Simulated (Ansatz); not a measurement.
# Single-point calculation, with input and output: Al₄₈N₄₈ (part 2 of 2)

Continued. System: Al₄₈N₄₈ (P1, 96 atoms in the cell). Method: DFT, PBEsol, PAW, plane waves (Ansatz 0.2.0); cutoff 420 eV, 1×1×1 k-mesh, Fermi–Dirac smearing of 0.01 eV. The structure was built on a prototype by a generator.

## Output, continued
```
--- Forces (eV/Å), atoms counted from 1 ---
  atom   1  Al    -2.45110560     2.62666258     1.01279479
  atom   2  Al     2.41080284    -2.11594931    -0.99310258
  atom   3  Al     0.41463964     2.20152615    -0.43721964
  atom   4  Al    -0.40313935     0.77799864    -1.05378974
  atom   5  Al     2.78583785    -0.29476489    -0.45406831
  atom   6  Al     0.48681170    -2.17262346    -1.39424252
  atom   7  Al    -0.47898378    -0.03518136    -4.54506315
  atom   8  Al    -0.49843045    -0.37806685    -0.24639414
  atom   9  Al     0.69877946    -0.25989128    -0.91128580
  atom  10  Al    -1.01682963     1.00109879    -0.40679701
  atom  11  Al    -2.00412108    -2.65121889     1.36626993
  atom  12  Al    -0.59954166     1.00058517    -0.92474143
  atom  13  Al    -1.96208634    -1.80443231     1.67676144
  atom  14  Al    -1.76005759    -1.66884206     0.03832559
  atom  15  Al    -1.71538545     0.20565491     0.91597056
  atom  16  Al     0.19541933     0.24577664    -0.59028220
  atom  17  Al    -1.72838204    -0.86045164    -0.12853016
  atom  18  Al     1.82564020    -2.26444837    -1.75793527
  atom  19  Al     6.32530163    -3.97733394     1.69577668
  atom  20  Al     0.26566710     6.48525244     0.06088023
  atom  21  Al     3.40185334    -2.03401682     0.78613714
  atom  22  Al    -0.06086642    -0.26543812    -1.71540209
  atom  23  Al     0.82848484     2.45725385     0.80753517
  atom  24  Al    -0.47404752     0.98535676    -1.14196429
  atom  25  Al    -1.93356335     0.27725838    -0.76409345
  atom  26  Al    -1.97470317     2.19798592     2.64285909
  atom  27  Al     0.06555106     0.95766798    -0.02083245
  atom  28  Al     2.35267975     1.41695667     0.06836675
  atom  29  Al    -2.12412655    -0.24144343    -0.51717410
  atom  30  Al    -0.43851521    -0.73689202     0.80675769
  atom  31  Al    -1.82810394    -2.93467902     0.78826323
  atom  32  Al     1.68474004    -2.66466294     1.76777689
  atom  33  Al    -3.97426993     1.00212791     1.19841188
  atom  34  Al    -3.32953827     2.49830323     0.76443765
  atom  35  Al    -0.65120841    -0.31363972     1.31808418
  atom  36  Al     0.54419607     0.31620778     0.67322906
  atom  37  Al     0.41687605    -0.05570080     0.96136638
  atom  38  Al    -0.32242496    -1.33234647     2.30041419
  atom  39  Al    -0.64500718    -1.73058740     1.55347486
  atom  40  Al     3.74676531    -1.34561300     1.58409269
  atom  41  Al    -0.42798974     0.28208232    -0.10284641
  atom  42  Al    -2.03325039    -0.25895337     0.57750235
  atom  43  Al    -0.35352650     1.60108726     0.42896313
  atom  44  Al     3.29686665     1.98490516     0.44923108
  atom  45  Al     1.27036947    -0.72936012     1.33194252
  atom  46  Al    -2.81483740     2.60704401     3.01518242
  atom  47  Al     2.64953738    -0.85036357     1.66359324
  atom  48  Al    -2.17824990    -0.25922827     0.39872163
  atom  49  N      4.30389174    -0.34843505    -0.90030369
  atom  50  N     -0.83203125     1.68548100     0.53173819
  atom  51  N      0.67976872     1.58082570    -1.28691139
  atom  52  N     -0.14200121     1.27886453    -1.12811439
  atom  53  N      0.01551101    -1.16870695     1.19842956
  atom  54  N     -0.19056421     0.11036739     1.04526365
  atom  55  N     -0.73526301     1.61268497    -1.05266544
  atom  56  N      0.64401140    -0.74593401     0.88143874
  atom  57  N     -0.62705109    -2.36285559    -0.01725888
  atom  58  N      0.92690227    -0.20416425    -0.71375855
  atom  59  N      0.02879193     0.83985070     0.18520735
  atom  60  N     -1.30800603     1.87785119    -0.61872356
  atom  61  N     -2.82739645     1.47881710    -0.38570017
  atom  62  N     -1.85722750    -4.47684445    -1.59737369
  atom  63  N     -2.58629249     0.46848197    -2.77867347
  atom  64  N      0.51785593     0.01911370     0.52022744
  atom  65  N      0.95745645     1.84681616    -0.05106417
  atom  66  N      1.82870097     0.90038784    -0.43575716
  atom  67  N     -0.27079626    -0.37259558    -0.46752721
  atom  68  N      1.02056423    -1.67747237    -0.03980290
  atom  69  N     -2.37812516     0.55650440    -1.24580947
  atom  70  N     -1.15558129    -0.09293967     0.50222090
  atom  71  N     -1.25144099    -0.41657083     1.57669250
  atom  72  N      1.69846258     1.21230071     0.74570313
  atom  73  N      0.01426432    -0.65213271    -0.76217087
  atom  74  N     -1.11887254    -0.19733343    -0.43740358
  atom  75  N     -0.20477764     0.09202923     1.57220232
  atom  76  N      3.12088958    -0.22708994    -1.38309340
  atom  77  N      0.21597986     1.17379430    -0.22899761
  atom  78  N     -0.75982592     2.15468432     2.43243174
  atom  79  N      2.43138440    -0.62658490     3.92415648
  atom  80  N      0.62608854    -2.90998478    -0.07858868
  atom  81  N      1.79887842    -0.25774520    -0.97007043
  atom  82  N     -1.21230084     1.46052693    -0.59087134
  atom  83  N      0.21291902     4.79684552    -3.08171528
  atom  84  N     -2.54005349    -1.09818077    -2.93805349
  atom  85  N      3.49459402    -0.22371237    -1.72432773
  atom  86  N      2.76561439    -0.96656391    -3.01687307
  atom  87  N      1.71823393    -0.28421142    -1.45509666
  atom  88  N      0.05025269     0.40892622     0.69543264
  atom  89  N      1.67360714     0.32954257     0.12866202
  atom  90  N     -1.91937947    -1.38437730     1.20601246
  atom  91  N     -1.43876212     1.28615454    -1.53894833
  atom  92  N     -1.30151763     0.79994050    -0.41992470
  atom  93  N     -1.19321500    -0.50153546     0.49660700
  atom  94  N     -0.85069415    -0.10079042     1.64990182
  atom  95  N     -1.86842185    -2.57555509    -1.89169428
  atom  96  N      4.34040039    -2.99110771    -0.60237925
  max |Σ_I F_I| component: 4.57e-5 eV/Å
--- Stress (GPa, compression-positive) ---
        5.425483      -1.236245      -0.357997
       -1.236258       4.835349       0.052742
       -0.357993       0.052752       0.733782
  P = ⅓ Tr σ = 3.6649 GPa (36.649 kbar)
--- Band table (eV) ---
  k-point 0: bands = ["-8.3737", "-7.9095", "-7.8174", "-7.6243", "-7.4259", "-7.3603", "-7.2885", "-7.1640", "-7.0613", "-6.9419", ... 78 levels left out ..., "3.1207", "3.1726", "3.2538", "3.2779", "3.3766", "3.4269", "3.4875", "3.5423", "3.6113", "3.6664", "3.7052", "3.7977", "3.8583", "3.9165", "3.9267", "3.9809", "4.0575", "4.0741", "4.1521", "4.1993", "4.2626", "4.3215", "4.3648", "4.3918", "4.4404", "4.4852", "4.5139", "4.5531", "4.5816",
      "4.6329", "4.6427", "4.6907", "4.7272", "4.7413", "4.7874", "4.8327", "4.8818", "4.8923", "4.9303", "4.9845", "5.0154", "5.0788", "5.1128", "5.1313", "5.1423", "5.1946", "5.2202", "5.2555", "5.3004", "5.3423", "5.3724", "5.4061", "5.4371", "5.4506", "5.4774", "5.5333", "5.5574", "5.5868", "5.6088", "5.6266", "5.6903", "5.7015", "5.7235", "5.7427", "5.7777", "5.8159", "5.8246", "5.8916", "5.9161",
      "5.9305", "5.9674", "5.9904", "6.0222", "6.0430", "6.0839", "6.1086", "6.1281", "6.1503", "6.1847", "6.1927", "6.2292", "6.2659", "6.2875", "6.3205", "6.3612", "6.3798", "6.3957", "6.4223", "6.4535", "6.4636", "6.5198", "6.5322", "6.5827", "6.6000", "6.6617", "6.7015", "6.7471", "6.7833", "6.8427", "6.9378", "6.9669", "7.0411", "7.1024", "7.2221", "11.5620", "11.8444", "11.9440", "12.0010", "12.0895",
      "12.1764", "12.2637", "12.3363", "12.4066", "12.4747", "12.5061", "12.6072", "12.6819", "12.7145", "12.7477", "12.7686", "12.8201", "12.8666", "12.8962", "12.9380", "12.9598", "13.0507", "13.1203", "13.1534", "13.1789", "13.2460", "13.2890", "13.3444", "13.4095", "13.4843", "13.5071", "13.6605", "13.7398", "13.7642", "13.8207", "13.8493", "13.9368", "13.9841", "14.0531", "14.1205", "14.1989", "14.2705", "14.3174", "14.5416", "14.6079",
      "14.7053", "14.7340", "14.7952", "14.8808", "14.9518", "15.0117", "15.0490", "15.1169", "15.1823", "15.2365", "15.2758", "15.3530", "15.3852", "15.4522", "15.4744", "15.5332", "15.5698", "15.6060", "15.6654", "15.7417", "15.7923", "15.8330", "15.8674", "15.9112", "15.9295", "16.0104", "16.0352", "16.1136", "16.2188", "16.2818", "16.3125", "16.3799", "16.4093", "16.4405", "16.4984", "16.5723", "16.5821", "16.6252", "16.6936", "16.7485",
      "16.7729", "16.8070", "16.8509", "16.9086", "16.9506", "17.0287", "17.0636", "17.1276", "17.1675", "17.2096", "17.2944"]
--- Löwdin populations: 96 sites ---
  site symbol       q [e]
     0     Al      1.9038
     1     Al      1.9053
     2     Al      1.9202
     3     Al      1.9509
     4     Al      1.9418
     5     Al      1.9125
     6     Al      1.9058
     7     Al      1.9573
     8     Al      1.9501
     9     Al      1.9480
    10     Al      1.9486
    11     Al      1.9645
    12     Al      1.9186
    13     Al      1.9399
    14     Al      1.9338
    15     Al      1.9296
    16     Al      1.9311
    17     Al      1.9109
    18     Al      1.9428
    19     Al      1.9288
    20     Al      1.9336
    21     Al      1.9379
    22     Al      1.9184
    23     Al      1.9330
    24     Al      1.9063
    25     Al      1.9055
    26     Al      1.9181
    27     Al      1.9115
    28     Al      1.9050
    29     Al      1.9220
    30     Al      1.8905
    31     Al      1.9261
    32     Al      1.9095
    33     Al      1.8960
    34     Al      1.9364
    35     Al      1.9228
    36     Al      1.8976
    37     Al      1.9309
    38     Al      1.9458
    39     Al      1.8607
    40     Al      1.9540
    41     Al      1.9152
    42     Al      1.9515
    43     Al      1.8982
    44     Al      1.9233
    45     Al      1.9061
    46     Al      1.9054
    47     Al      1.8992
    48      N      6.0188
    49      N      6.0290
    50      N      6.0230
    51      N      6.0133
    52      N      5.9938
    53      N      6.0016
    54      N      5.9688
    55      N      5.9930
    56      N      6.0080
    57      N      6.0124
    58      N      5.9909
    59      N      5.9861
    60      N      5.9550
    61      N      6.0478
    62      N      6.0816
    63      N      5.9744
    64      N      6.0078
    65      N      5.9855
    66      N      6.0521
    67      N      6.0084
    68      N      5.9751
    69      N      5.9761
    70      N      6.0026
    71      N      5.9798
    72      N      6.0311
    73      N      6.0696
    74      N      5.9969
    75      N      6.0047
    76      N      6.0036
    77      N      6.0054
    78      N      6.0371
    79      N      6.0029
    80      N      6.0265
    81      N      6.0055
    82      N      5.9938
    83      N      6.0532
    84      N      6.0216
    85      N      6.0394
    86      N      6.0013
    87      N      5.9971
    88      N      6.0075
    89      N      6.0502
    90      N      6.0077
    91      N      6.0181
    92      N      5.9786
    93      N      6.0083
    94      N      6.0054
    95      N      6.0342
  spilling = 0.008360 (of n_electrons = 384.000000)
```

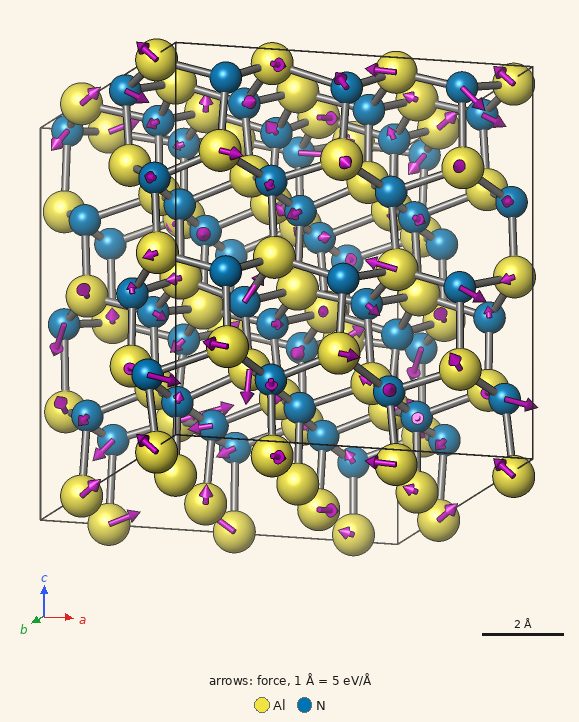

Forces on the atoms as pink arrows (ball-and-stick view of the cell of the calculation, seen at an oblique angle); the smallest are left out. The largest act on Al19 (7.66 eV/Å); Al20 (6.49 eV/Å); N83 (5.71 eV/Å); N96 (5.31 eV/Å), among others. Atoms are counted from 1 in the order of the input and aren't labelled in the picture. 

## Results in brief

| quantity | value |
| --- | --- |
| outcome | converged |
| space group (tolerance 0.01 Å) | P1 (1) |
| electrons treated | 384 |
| free energy | −43472.6677 eV |
| Fermi energy | 9.392 eV |
| pressure | 3.66 GPa |
| largest force (length of the vector) | 7.662 eV/Å |
| hardware | 8 CPU threads, shared host |
| wall time | 4.5 s (CPU time 7.5 s) |
| peak memory | 2.3 GiB |

## Notes

The k-point mesh is coarse for a cell of this size, so the results may not be converged.
